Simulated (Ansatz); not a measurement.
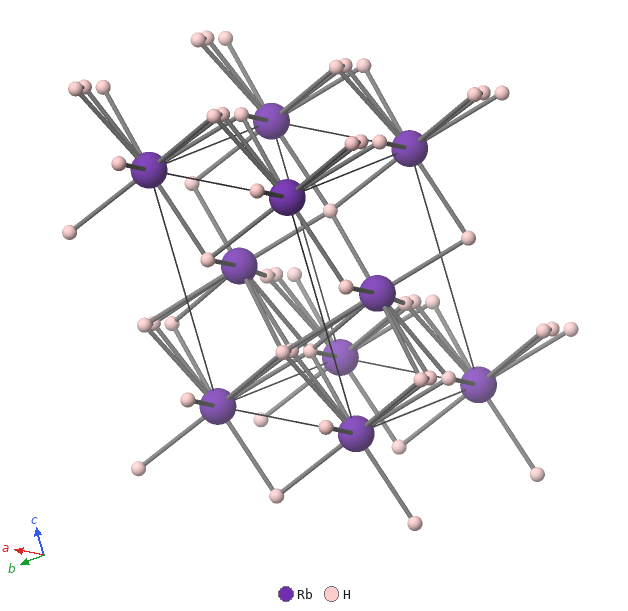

This ball-and-stick model is shown from a general direction. One unit cell is framed, with atoms on its boundary repeated. Some atoms of the next cells are drawn as well.

RbH₂, a = 4.11 Å, b = 4.72 Å, c = 7.59 Å, α = 78.42°, β = 74.32°, γ = 64.21°.

Theory: DFT PBE, scalar-relativistic, plane waves, PAW (Ansatz). Numerical settings: a 420 eV plane-wave basis, k-grid 6×6×4, Gaussian smearing of 0.02 eV, no spin polarisation.

What does the calculation say: metal or gapped?

Answer. An insulator at this level, with a gap of 3.15 eV on the k-mesh (the true edges may lie between mesh points, so the gap can be somewhat smaller).

Provenance: a random cell made by a generator, so it need not be a real form of the compound. The final geometry of a relaxation with DFT PBE, scalar-relativistic, plane waves, PAW in Ansatz is shown.
